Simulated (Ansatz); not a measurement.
## Geometry relaxation, with input and output: Al₈As₈H (charge −1) (part 2 of 2)

Al₈As₈H (defect cell, 17 atoms in the cell, total charge −1); DFT PBE, scalar-relativistic, plane waves, PAW, no spin polarisation (Ansatz 0.2.0); cutoff 420 eV, 2×2×2 k-mesh, Gaussian smearing of 0.01 eV. The structure derives from a Materials Project entry. It belongs to a series of runs on one base structure; here: H interstitial, charge -1, atoms relaxed at the host's cell.

Geometry of the input (Å; fractional positions):
```
0.0000  5.7279  -5.7279
5.7279  5.7279  0.0000
5.7279  0.0000  -5.7279
Al 0.0005  -0.0002  0.4998
Al -0.0029  0.4971  0.5087
Al 0.4998  -0.0002  0.4998
Al 0.4998  0.5005  0.4998
Al -0.0029  0.0087  0.9971
Al -0.0029  0.4971  0.9971
Al 0.4998  -0.0002  1.0005
Al 0.5087  0.4971  0.9971
As 0.1269  0.1231  0.1269
As 0.1250  0.6250  0.1250
As 0.6231  0.1231  0.1269
As 0.6231  0.6269  0.1269
As 0.1269  0.1231  0.6231
As 0.1269  0.6269  0.6231
As 0.6250  0.1250  0.6250
As 0.6231  0.6269  0.6231
H  0.8750  0.3750  0.8750
```

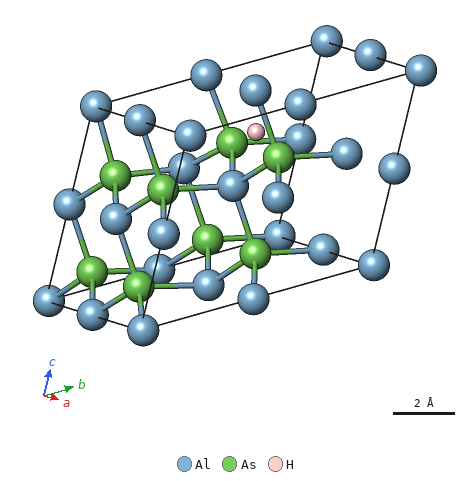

**Figure 1.** The geometry at step 2 of the log (ball-and-stick view of the cell of the calculation, seen slightly off an axis).

### Output, continued
```
  k-point 0: bands = ["-28.5180", "-28.5180", "-28.5180", "-28.5102", "-28.5102", "-28.3286", "-28.3286", "-28.3286", "-28.3273", "-28.3273", "-28.3273", "-28.3246", "-28.3242", "-28.3242", "-28.3242", "-28.3239", "-28.3239", "-28.3198", "-28.3198", "-28.3198", "-28.3187", "-28.3187", "-28.3187", "-28.3125", "-28.3125", "-28.3121", "-28.3121", "-28.3121", "-28.3115", "-28.3106", "-28.3101", "-28.3101", "-28.3101", "-28.3098", "-28.3098", "-27.8599", "-27.8599", "-27.8599", "-27.8543", "-27.8543", "-5.7202", "-4.4069", "-4.4069", "-4.4069", "-4.2321", "-3.8801", "-3.8801", "-3.3869", "-0.0289", "0.4859", "0.4859", "0.4859", "0.8211", "0.8211", "0.8211", "3.8478", "3.8478", "3.8478", "3.9186", "3.9186", "3.9186", "4.8666", "5.0339", "5.0339", "5.1703", "5.1703", "5.1703", "5.3507", "5.3507", "5.3507", "6.1161", "6.1161", "6.1161", "7.5508", "7.5508", "7.6250", "7.9488", "7.9488", "7.9488", "8.0330", "8.2719", "8.2719", "8.2719", "10.1756", "10.1756", "10.1756", "10.5297", "10.5297", "10.5297", "10.5594"]
  k-point 1: bands = ["-28.5180", "-28.5180", "-28.5180", "-28.5102", "-28.5102", "-28.3285", "-28.3283", "-28.3283", "-28.3276", "-28.3276", "-28.3273", "-28.3244", "-28.3243", "-28.3240", "-28.3240", "-28.3240", "-28.3240", "-28.3198", "-28.3195", "-28.3195", "-28.3189", "-28.3189", "-28.3187", "-28.3124", "-28.3124", "-28.3123", "-28.3123", "-28.3119", "-28.3118", "-28.3104", "-28.3103", "-28.3100", "-28.3100", "-28.3099", "-28.3099", "-27.8599", "-27.8599", "-27.8599", "-27.8543", "-27.8543", "-5.2313", "-5.1040", "-4.2222", "-4.2059", "-4.2059", "-4.1601", "-4.1601", "-3.5296", "0.5277", "0.9192", "0.9192", "0.9968", "1.2883", "1.2883", "2.3429", "2.6432", "3.2201", "3.2201", "3.2486", "3.3614", "3.3614", "3.6671", "4.2870", "4.3430", "4.3430", "4.5095", "4.5502", "4.5502", "5.4236", "5.4236", "5.7808", "5.7808", "6.0294", "8.2966", "8.3328", "8.4669", "8.4669", "8.6417", "8.6902", "8.6902", "10.1355", "10.7274", "10.7274", "10.8716", "10.8716", "11.0381", "11.0419", "11.0419", "11.1248", "11.1248"]
  k-point 2: bands = ["-28.5180", "-28.5180", "-28.5180", "-28.5102", "-28.5101", "-28.3286", "-28.3281", "-28.3281", "-28.3277", "-28.3277", "-28.3273", "-28.3244", "-28.3241", "-28.3241", "-28.3241", "-28.3241", "-28.3239", "-28.3198", "-28.3193", "-28.3193", "-28.3192", "-28.3192", "-28.3186", "-28.3125", "-28.3122", "-28.3122", "-28.3122", "-28.3122", "-28.3119", "-28.3104", "-28.3101", "-28.3101", "-28.3101", "-28.3101", "-28.3098", "-27.8599", "-27.8599", "-27.8599", "-27.8543", "-27.8543", "-5.0433", "-4.9363", "-4.5045", "-4.4756", "-4.4756", "-4.2060", "-3.8527", "-3.4635", "0.9518", "0.9518", "0.9847", "1.4810", "1.6363", "1.6363", "2.4404", "2.7935", "2.9229", "2.9229", "3.0742", "3.0756", "3.2431", "3.2431", "3.2603", "3.5518", "4.5951", "4.5951", "4.7238", "4.7238", "4.9663", "5.1066", "5.4123", "5.4123", "6.5522", "8.5167", "8.6868", "9.2012", "9.2012", "9.3223", "9.6278", "9.7360", "9.9359", "10.3577", "10.9319", "11.3824", "11.4013", "11.4013", "11.5187", "11.5970", "11.5970", "11.6123"]
--- Relaxed structure (3 steps of the walk, 3 accepted, 0 SCFs on fresh bases) ---
  F+E_penalty+E_count = -43163.71838016 eV   max|allowed force component| = 2.681e-3 eV/Å
  atoms:
    - { symbol: Al, position: [0.004153750485175661, -0.001384583495058489, 0.49861541650494157] }
    - { symbol: Al, position: [-0.005278278558120131, 0.49472172144187987, 0.5158348356743606] }
    - { symbol: Al, position: [0.49861541650494157, -0.0013845834950585445, 0.49861541650494157] }
    - { symbol: Al, position: [0.49861541650494157, 0.5041537504851755, 0.49861541650494157] }
    - { symbol: Al, position: [-0.00527827855812002, 0.015834835674360503, 0.99472172144188] }
    - { symbol: Al, position: [-0.00527827855812002, 0.49472172144187976, 0.99472172144188] }
    - { symbol: Al, position: [0.4986154165049416, -0.0013845834950586555, 1.0041537504851756] }
    - { symbol: Al, position: [0.5158348356743606, 0.49472172144187976, 0.9947217214418799] }
    - { symbol: As, position: [0.12797643101752362, 0.12202356898247638, 0.12797643101752362] }
    - { symbol: As, position: [0.12500000000000003, 0.625, 0.12500000000000003] }
    - { symbol: As, position: [0.6220235689824765, 0.1220235689824763, 0.1279764310175237] }
    - { symbol: As, position: [0.6220235689824765, 0.6279764310175234, 0.1279764310175237] }
    - { symbol: As, position: [0.1279764310175237, 0.1220235689824763, 0.6220235689824765] }
    - { symbol: As, position: [0.1279764310175237, 0.6279764310175234, 0.6220235689824765] }
    - { symbol: As, position: [0.625, 0.125, 0.625] }
    - { symbol: As, position: [0.6220235689824766, 0.6279764310175234, 0.6220235689824766] }
    - { symbol: H, position: [0.8750000000000001, 0.3750000000000001, 0.8750000000000001] }
```

### Trajectory as extended XYZ (Å, eV, eV/Å), 3 frames, from step=1 to step=3
```
17
Lattice="0.0000 5.7279 -5.7279 5.7279 5.7279 0.0000 5.7279 0.0000 -5.7279" Properties=species:S:1:pos:R:3:forces:R:3 step=1 energy=-43163.65514
Al    2.8621    0.0019   -2.8658   -0.2130   0.2130  -0.2130
Al    5.7612    2.8306   -2.8973    0.2582  -0.2582  -0.2582
Al    2.8621    2.8621   -5.7260   -0.2130  -0.2130   0.2130
Al    5.7298    5.7298   -5.7260    0.2130   0.2130   0.2130
Al    5.7612    0.0333   -5.6946    0.2582   0.2582   0.2582
Al    8.5585    2.8306   -5.6946   -0.2582  -0.2582   0.2582
Al    5.7298    2.8621   -8.5937    0.2130  -0.2130  -0.2130
Al    8.5585    5.7612   -8.6252   -0.2582   0.2582  -0.2582
As    1.4320    1.4320   -1.4539    0.0000   0.0000  -0.0917
As    4.2959    4.2959   -1.4320    0.0000   0.0000   0.0000
As    1.4320    4.2740   -4.2959    0.0000  -0.0917   0.0000
As    4.3179    7.1599   -4.2959    0.0917   0.0000   0.0000
As    4.2740    1.4320   -4.2959   -0.0917   0.0000   0.0000
As    7.1599    4.3179   -4.2959    0.0000   0.0917   0.0000
As    4.2959    4.2959   -7.1599    0.0000   0.0000   0.0000
As    7.1599    7.1599   -7.1379    0.0000   0.0000   0.0917
H     7.1599    7.1599  -10.0238    0.0000   0.0000   0.0000
17
Lattice="0.0000 5.7279 -5.7279 5.7279 5.7279 0.0000 5.7279 0.0000 -5.7279" Properties=species:S:1:pos:R:3:forces:R:3 step=2 energy=-43163.71610
Al    2.8433    0.0207   -2.8846    0.0574  -0.0574   0.0574
Al    5.7912    2.8007   -2.9272   -0.0325   0.0325   0.0325
Al    2.8433    2.8433   -5.7073    0.0574   0.0574  -0.0574
Al    5.7486    5.7486   -5.7073   -0.0574  -0.0574  -0.0574
Al    5.7912    0.0632   -5.6647   -0.0325  -0.0325  -0.0325
Al    8.5286    2.8007   -5.6647    0.0325   0.0325  -0.0325
Al    5.7486    2.8433   -8.6125   -0.0574   0.0574   0.0574
Al    8.5286    5.7912   -8.6551    0.0325  -0.0325   0.0325
As    1.4320    1.4320   -1.4641    0.0000   0.0000  -0.0246
As    4.2959    4.2959   -1.4320    0.0000   0.0000   0.0000
As    1.4320    4.2638   -4.2959    0.0000  -0.0246   0.0000
As    4.3281    7.1599   -4.2959    0.0246   0.0000   0.0000
As    4.2638    1.4320   -4.2959   -0.0246   0.0000   0.0000
As    7.1599    4.3281   -4.2959    0.0000   0.0246   0.0000
As    4.2959    4.2959   -7.1599    0.0000   0.0000   0.0000
As    7.1599    7.1599   -7.1277    0.0000   0.0000   0.0246
H     7.1599    7.1599  -10.0238    0.0000   0.0000   0.0000
17
Lattice="0.0000 5.7279 -5.7279 5.7279 5.7279 0.0000 5.7279 0.0000 -5.7279" Properties=species:S:1:pos:R:3:forces:R:3 step=3 energy=-43163.71838
Al    2.8481    0.0159   -2.8798   -0.0026   0.0026  -0.0026
Al    5.7884    2.8035   -2.9244    0.0003  -0.0003  -0.0003
Al    2.8481    2.8481   -5.7121   -0.0026  -0.0026   0.0026
Al    5.7438    5.7438   -5.7121    0.0026   0.0026   0.0026
Al    5.7884    0.0605   -5.6674    0.0003   0.0003   0.0003
Al    8.5314    2.8035   -5.6674   -0.0003  -0.0003   0.0003
Al    5.7438    2.8481   -8.6077    0.0026  -0.0026  -0.0026
Al    8.5314    5.7884   -8.6523   -0.0003   0.0003  -0.0003
As    1.4320    1.4320   -1.4661    0.0000   0.0000  -0.0027
As    4.2959    4.2959   -1.4320    0.0000   0.0000   0.0000
As    1.4320    4.2618   -4.2959    0.0000  -0.0027   0.0000
As    4.3300    7.1599   -4.2959    0.0027   0.0000   0.0000
As    4.2618    1.4320   -4.2959   -0.0027   0.0000   0.0000
As    7.1599    4.3300   -4.2959    0.0000   0.0027   0.0000
As    4.2959    4.2959   -7.1599    0.0000   0.0000   0.0000
As    7.1599    7.1599   -7.1258    0.0000   0.0000   0.0027
H     7.1599    7.1599  -10.0238    0.0000   0.0000   0.0000
```

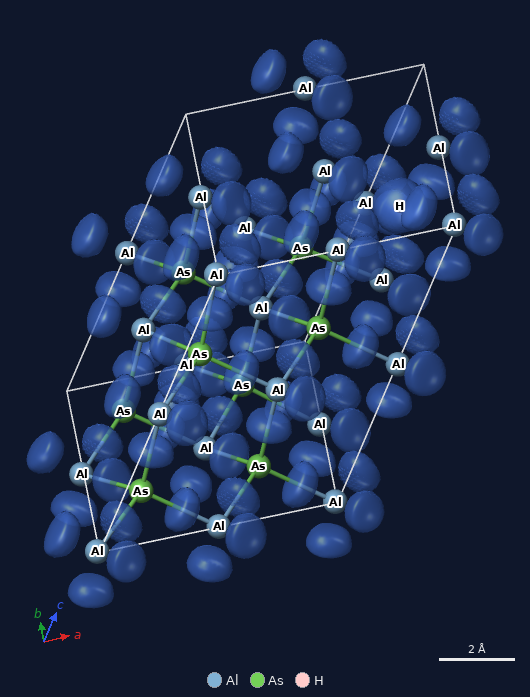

**Figure 2.** Isosurface of the electron localisation function at 0.8 (blue), seen at an oblique angle. Core shells and regions of very low density are left out. Sticks mark near contacts. The outline is the calculation cell. In a PAW calculation such maps are meaningful between the atoms, not at the nuclei.

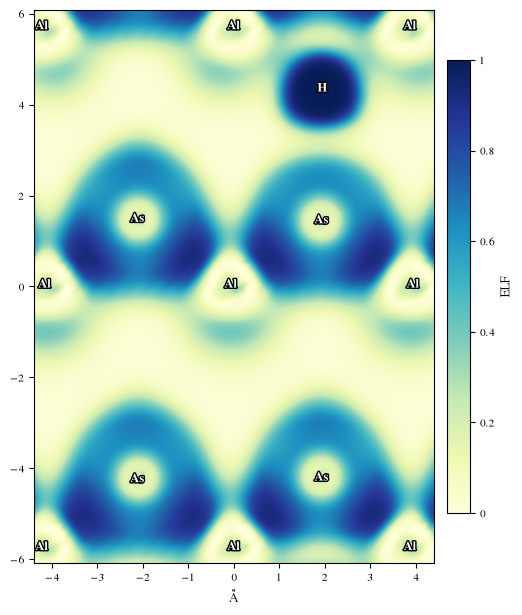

**Figure 3.** ELF on the (11̄0) plane of the calculation cell. The plane passes through Al, As and H nuclei. Al–As (2.47 Å): the ELF peaks at about 0.90 between the atoms, which marks a covalent bond.

### Summary

```csv
quantity,value
outcome,converged
electrons treated,146
free energy,−43163.7184 eV
Fermi energy,7.052 eV
gap on the k-point mesh,1.00 eV
final volume,375.85 Å³
largest force (length of the vector) at the end,0.004 eV/Å
hardware,"4 threads of Intel Xeon (Sapphire Rapids), 64 GiB of memory available, shared host"
wall time,4.9 s (CPU time 17 s)
peak memory,0.87 GiB
```
